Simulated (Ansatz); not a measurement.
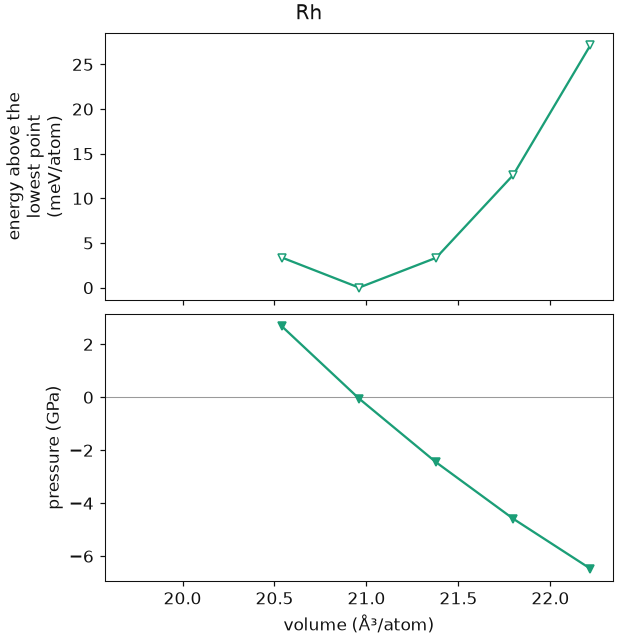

The figure shows the energy above the lowest point and pressure against volume for Rh, space group Fd-3m (No. 227) (one of a set of cubic test structures, which need not be the stable phase).

Method: equation of state of a cubic crystal from periodic Kohn-Sham density functional theory without spin, third-order Birch-Murnaghan fit to the free energies; pressure corrected for the finite basis (Ansatz 0.2.0 development build). Level: PBE.

- structure type: diamond
- atoms in cell: 2
- space group number: 227
- lattice centring: face-centred primitive
- k mesh: 17×17×17
- occupation method: Fermi–Dirac
- occupation width: 0.06123 eV
- wave cutoff: 700 eV
- datasets: hard PAW
- density tolerance: 1e−09 eV
- bands: 21
- density cutoff ratio: 4
- search for lower states: default

The points at volume 19.70 Å³/atom and 20.12 Å³/atom are left out of the plot. What values does the calculation give there?

```csv
volume (Å³/atom),energy above the lowest point (meV/atom),pressure (GPa)
19.70,33.8,9.2
20.12,14.3,5.8
```

Caveats: cubic model structure, not the ambient form; modest k-mesh, values are not fully converged in k.
